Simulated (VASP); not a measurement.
## Run report: Rh, single-point calculation (part 1 of 2)

Rh (slab, 4 atoms in the cell), computed with Kohn-Sham DFT of a periodic cell, PBE with D3(BJ), VASP PAW PBE potentials, recommended, no spin polarisation (VASP 6.6.1).

The structure derives from an entry of the Crystallography Open Database. It belongs to a series of runs on one base structure; here: clean slab, lower half held.

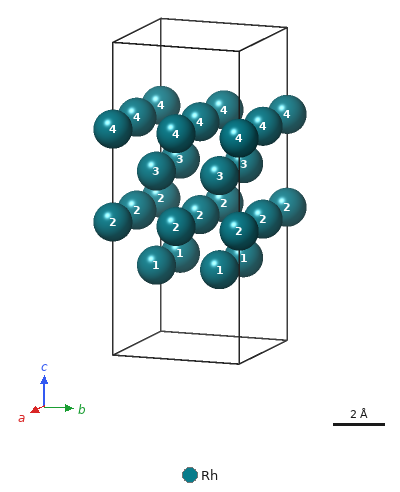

**Figure 1.** The structure (spheres-only view of the 2 × 2 repeat of the cell, with the vacuum cut short, seen slightly off an axis; atoms are numbered from 1 in the order of the input).

## Results in brief

| quantity | value |
| --- | --- |
| outcome | converged |
| electrons treated | 60 |
| free energy | −28.6833 eV |
| dispersion energy | −1.8248 eV |
| Fermi energy | 0.634 eV |
| gap on the k-point mesh | none (metallic) |
| largest force (length of the vector) | 0.367 eV/Å |
| hardware | 1 thread of Intel Xeon @ 2.50GHz (Skylake/Cascade Lake), 128 GiB of memory available, shared host |
| wall time | 3 min |
| peak memory | 0.3 GiB |

## INCAR
```
ALGO = Fast ; DIPOL = 0.5 0.5 0.500
EDIFF = 1E-6 ; ENCUT = 520
GGA = PE ; IDIPOL = 3
ISIF = 2 ; ISMEAR = 0
IVDW = 12 ; LASPH = True
LCHARG = False ; LDIPOL = True
LREAL = False ; LWAVE = False
NBANDS = 38 ; NELM = 100
PREC = Accurate ; SIGMA = 0.1
```

## KPOINTS
```
k-points
0
Gamma
  11 11 1
```

## POSCAR
```
Rh
1.0
    2.6823186951      0.0000000000      0.0000000000
    0.0000000000      2.6823186951      0.0000000000
    0.0000000000      0.0000000000     22.6900572157
Rh
4
Direct
    0.5000000000      0.5000000000      0.3746134229
    0.0000000000      0.0000000000      0.4582044743
    0.5000000000      0.5000000000      0.5423888444
    0.0000000000      0.0000000000      0.6238109731
```

Run as:
```bash
cat potpaw_PBE.64/Rh_pv/POTCAR > POTCAR
mpirun -np 1 vasp_std > vasp.out
```

## OSZICAR
```
N       E                     dE             d eps       ncg     rms          rms(c)
DAV:   1     0.584721743626E+03    0.58472E+03   -0.38559E+04  2036   0.150E+03
DAV:   2    -0.137731086243E+02   -0.59849E+03   -0.58153E+03  1766   0.440E+02
DAV:   3    -0.284393595305E+02   -0.14666E+02   -0.14053E+02  1776   0.756E+01
DAV:   4    -0.286589360664E+02   -0.21958E+00   -0.21945E+00  1886   0.907E+00
DAV:   5    -0.286642896842E+02   -0.53536E-02   -0.53517E-02  2006   0.126E+00    0.180E+01
RMM:   6    -0.269733143524E+02    0.16910E+01   -0.51182E+00  1611   0.145E+01    0.678E+00
RMM:   7    -0.292690207009E+02   -0.22957E+01   -0.14315E+00  1716   0.500E+00    0.136E+01
RMM:   8    -0.273318670364E+02    0.19372E+01   -0.41528E-01  1730   0.323E+00    0.648E+00
RMM:   9    -0.269498291934E+02    0.38204E+00   -0.32201E-01  1754   0.294E+00    0.372E+00
RMM:  10    -0.269294658883E+02    0.20363E-01   -0.78270E-02  1695   0.168E+00    0.269E+00
RMM:  11    -0.268661956354E+02    0.63270E-01   -0.42644E-02  1671   0.119E+00    0.869E-01
RMM:  12    -0.268589629706E+02    0.72327E-02   -0.54306E-03  1718   0.433E-01    0.259E-01
RMM:  13    -0.268585753169E+02    0.38765E-03   -0.35909E-04  1758   0.118E-01    0.135E-01
RMM:  14    -0.268580324536E+02    0.54286E-03   -0.49705E-04  1813   0.114E-01    0.713E-02
RMM:  15    -0.268580467038E+02   -0.14250E-04   -0.12966E-04  1769   0.530E-02    0.413E-02
RMM:  16    -0.268582300183E+02   -0.18331E-03   -0.12831E-04  1917   0.436E-02    0.415E-02
RMM:  17    -0.268583372812E+02   -0.10726E-03   -0.27156E-05  1613   0.229E-02    0.154E-02
RMM:  18    -0.268584062423E+02   -0.68961E-04   -0.12625E-05  1436   0.129E-02    0.190E-02
RMM:  19    -0.268584508854E+02   -0.44643E-04   -0.35000E-06  1244   0.715E-03    0.499E-03
RMM:  20    -0.268584795722E+02   -0.28687E-04   -0.23720E-06  1179   0.383E-03    0.370E-03
RMM:  21    -0.268584874356E+02   -0.78634E-05   -0.12523E-06   875   0.217E-03    0.123E-03
RMM:  22    -0.268584939192E+02   -0.64836E-05   -0.47919E-07   638   0.160E-03    0.104E-03
RMM:  23    -0.268584989852E+02   -0.50660E-05   -0.45695E-07   628   0.151E-03    0.900E-04
RMM:  24    -0.268585045999E+02   -0.56147E-05   -0.18133E-07   450   0.120E-03    0.262E-04
RMM:  25    -0.268585066310E+02   -0.20311E-05   -0.98565E-08   383   0.108E-03    0.117E-04
RMM:  26    -0.268585074346E+02   -0.80358E-06   -0.60814E-08   351   0.103E-03
   1 F= -.28683310E+02 E0= -.28662898E+02  d E =-.408239E-01
```

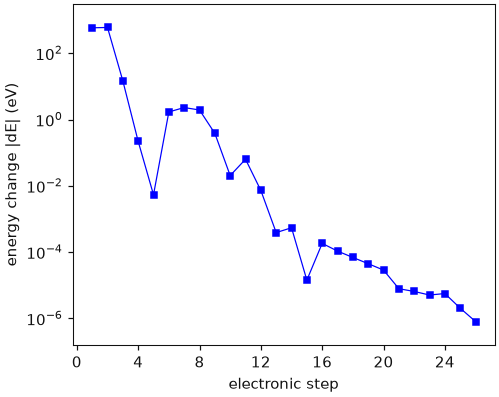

**Figure 2.** Convergence of the self-consistent field: energy change |dE| against the electronic step. It takes 26 electronic steps. The density is held fixed in the first few steps, and dE rises again when its update begins.

## Parts of OUTCAR
```
EDIFF = 1E-6
   ENCUT = 520
   GGA = PE
   ISIF = 2
   ISMEAR = 0
   IVDW = 12
   LASPH = True
   LREAL = False
   NELM = 100
   PREC = Accurate
 IVDW          = 12
 VDW_S6        =  1.00000000  s6, scaling of the dipole-dipole dispersion
 VDW_S8        =  0.78750002  s8, scaling of the dipole-quadrupole dispersion
 VDW_A1        =  0.42890000  a1, scaling of the critical radii
 VDW_A2        =  4.44070005  a2, offset of the critical radii
 VDW_RADIUS    = 50.20216178  two-body interaction cutoff (in Angstroms)
 VDW_CNRADIUS  = 21.16708996  CN, coordination number cutoff (in Angstroms)

 ion  position               nearest neighbor table
   1  0.500  0.500  0.375-   2 2.68   2 2.68   2 2.68   2 2.68
   2  0.000  0.000  0.458-   1 2.68   1 2.68   1 2.68   1 2.68   3 2.69   3 2.69   3 2.69   3 2.69

   3  0.500  0.500  0.542-   4 2.65   4 2.65   4 2.65   4 2.65   2 2.69   2 2.69   2 2.69   2 2.69

   4  0.000  0.000  0.624-   3 2.65   3 2.65   3 2.65   3 2.65

  LATTYP: Found a simple tetragonal cell.
 ALAT       =     2.6823186951
 C/A-ratio  =     8.4591205576

  Lattice vectors:

 A1 = (   2.6823186951,   0.0000000000,   0.0000000000)
 A2 = (   0.0000000000,   2.6823186951,   0.0000000000)
 A3 = (   0.0000000000,   0.0000000000,  22.6900572157)

Analysis of symmetry for initial positions (statically):
=====================================================================
 Subroutine PRICEL returns:
 Original cell was already a primitive cell.

 Routine SETGRP: Setting up the symmetry group for a
 simple tetragonal supercell.

 Subroutine GETGRP returns: Found  8 space group operations
 (whereof  8 operations were pure point group operations)
 out of a pool of 16 trial point group operations.

The static configuration has the point symmetry C_4v.

Analysis of symmetry for dynamics (positions and initial velocities):
=====================================================================
 Subroutine PRICEL returns:
 Original cell was already a primitive cell.

 Routine SETGRP: Setting up the symmetry group for a
 simple tetragonal supercell.

 Subroutine GETGRP returns: Found  8 space group operations
 (whereof  8 operations were pure point group operations)
 out of a pool of 16 trial point group operations.

The dynamic configuration has the point symmetry C_4v.

 Subroutine INISYM returns: Found  8 space group operations
 (whereof  8 operations are pure point group operations),
 and found     1 'primitive' translations

----------------------------------------------------------------------------------------

                                     Primitive cell

  volume of cell :     163.2512

  direct lattice vectors                    reciprocal lattice vectors
     2.682318695  0.000000000  0.000000000     0.372811777  0.000000000  0.000000000
     0.000000000  2.682318695  0.000000000     0.000000000  0.372811777  0.000000000
     0.000000000  0.000000000 22.690057216     0.000000000  0.000000000  0.044072167

  length of vectors
     2.682318695  2.682318695 22.690057216     0.372811777  0.372811777  0.044072167

  position of ions in fractional coordinates (direct lattice)
     0.500000000  0.500000000  0.374613423
     0.000000000  0.000000000  0.458204474
     0.500000000  0.500000000  0.542388844
     0.000000000  0.000000000  0.623810973

  ion indices of the primitive-cell ions
   primitive index   ion index
                 1           1
                 2           2
                 3           3
                 4           4

----------------------------------------------------------------------------------------

 KPOINTS: k-points

Automatic generation of k-mesh.
 Grid dimensions read from file:
 generate k-points for:   11   11    1

 Generating k-lattice:

  Cartesian coordinates                     Fractional coordinates (reciprocal lattice)
     0.033891980  0.000000000  0.000000000     0.090909091  0.000000000  0.000000000
     0.000000000  0.033891980  0.000000000     0.000000000  0.090909091  0.000000000
     0.000000000  0.000000000  0.044072167     0.000000000  0.000000000  1.000000000

  Length of vectors
     0.033891980  0.033891980  0.044072167

  Shift w.r.t. Gamma in fractional coordinates (k-lattice)
     0.000000000  0.000000000  0.000000000

 Subroutine IBZKPT returns following result:
 ===========================================

 Found     21 irreducible k-points:

 Following reciprocal coordinates:
            Coordinates               Weight
  0.000000  0.000000  0.000000      1.000000
  0.090909  0.000000  0.000000      4.000000
  0.181818  0.000000  0.000000      4.000000
  0.272727  0.000000  0.000000      4.000000
  0.363636  0.000000  0.000000      4.000000
  0.454545  0.000000  0.000000      4.000000
  0.090909  0.090909  0.000000      4.000000
  0.181818  0.090909  0.000000      8.000000
  0.272727  0.090909  0.000000      8.000000
  0.363636  0.090909  0.000000      8.000000
  0.454545  0.090909  0.000000      8.000000
  0.181818  0.181818  0.000000      4.000000
  0.272727  0.181818  0.000000      8.000000
  0.363636  0.181818  0.000000      8.000000
  0.454545  0.181818  0.000000      8.000000
  0.272727  0.272727  0.000000      4.000000
  0.363636  0.272727  0.000000      8.000000
  0.454545  0.272727  0.000000      8.000000
  0.363636  0.363636  0.000000      4.000000
  0.454545  0.363636  0.000000      8.000000
  0.454545  0.454545  0.000000      4.000000
   k-points           NKPTS =     21   k-points in BZ     NKDIM =     21   number of bands    NBANDS=     38
   number of dos      NEDOS =    301   number of ions     NIONS =      4
   total plane-waves  NPLWV =  72000
   dimension x,y,z NGX =    20 NGY =   20 NGZ =  180
   dimension x,y,z NGXF=    40 NGYF=   40 NGZF=  360
   ions per type =               4
   NGX,Y,Z   is equivalent  to a cutoff of  12.40, 12.40, 13.19 a.u.
   NGXF,Y,Z  is equivalent  to a cutoff of  24.79, 24.79, 26.38 a.u.
 SYSTEM =  unknown system
   PREC   = accura    normal or accurate (medium, high low for compatibility)
   ISTART =      0    job   : 0-new  1-cont  2-samecut
   ICHARG =      2    charge: 1-file 2-atom 10-const
   ISPIN  =      1    spin polarized calculation?
   LNONCOLLINEAR =      F non collinear calculations
   LSORBIT =      F    spin-orbit coupling
   LASPH  =      T    aspherical Exc in radial PAW
   ENCUT  =  520.0 eV  38.22 Ry    6.18 a.u.   4.99  4.99 42.19*2*pi/ulx,y,z
   NELM   =    100;   NELMIN=  2; NELMDL= -5     # of ELM steps
   EDIFF  = 0.1E-05   stopping-criterion for ELM
   LREAL  =      F    real-space projection
   EDIFFG = 0.1E-04   stopping-criterion for IOM
   NSW    =      0    number of steps for IOM
   IBRION =     -1    ionic relax: 0-MD 1-quasi-New 2-CG
   NFREE  =      0    steps in history (QN), initial steepest desc. (CG)
   ISIF   =      2    stress and relaxation
   ISYM   =      2    0-nonsym 1-usesym 2-fastsym
   POTIM  = 0.5000    time-step for ionic-motion
   TEBEG  =    0.0;   TEEND  =   0.0 temperature during run
   PSTRESS=    0.0 pullay stress
   NELECT =      60.0000    total number of electrons
   NUPDOWN=      -1.0000    fix difference up-down
   EMIN   =  10.00;   EMAX   =-10.00  energy-range for DOS
   EFERMI =   0.00;   METHOD = LEGACY
   ISMEAR =     0;   SIGMA  =   0.10  broadening in eV -4-tet -1-fermi 0-gaus
   EFERMI_NEDOS =   21; number of points for ismear=-14 and -15
   IALGO  =     68    algorithm
   IMIX   =      4    mixing-type and parameters
     AMIX     =   0.40;   BMIX     =  1.00
     AMIX_MAG =   1.60;   BMIX_MAG =  1.00
  volume/ion in A,a.u.               =      40.81       275.42
  Fermi-wavevector in a.u.,A,eV,Ry     =   1.172663  2.216011 18.709888  1.375138
  Thomas-Fermi vector in A             =   2.309088
   LORBIT       =      0    0 simple, 1 ext, 2 COOP (PROOUT), +10 PAW based schemes
   GGA     = PE    functional components
   LHFCALC =     F    Hartree Fock is set to
   AEXX    =    0.0000 exact exchange contribution
   IVDW    =    12    specifies the selected vdW correction
   LEPSILON=     F    determine dielectric tensor
   LRPA    =     F    only Hartree local field effects (RPA)
 non-spin polarized calculation
 RMM-DIIS sequential band-by-band and
 Gauss-broadening in eV      SIGMA  =   0.10
  energy-cutoff  :      520.00
  volume of cell :      163.25
 maximum number of plane-waves:      4427
 NGX is ok and might be reduce to    20
   NGX =  9   NGY =  9   NGZ = 85

 dipolmoment           0.000000      0.000000     -0.000295 electrons x Angstroem

 number of electron      60.0000004 magnetization

 dipolmoment           0.000000      0.000000      0.000160 electrons x Angstroem

 Free energy of the ion-electron system (eV)
  ---------------------------------------------------
  ext. energy  EPLUGINS =         0.00000000
  ---------------------------------------------------
  free energy    TOTEN  =       -26.85850743 eV

  energy without entropy =      -26.81768353  energy(sigma->0) =      -26.83809548

 E-fermi :   0.6340     XC(G=0):  -5.5887     alpha+bet : -6.3284
```
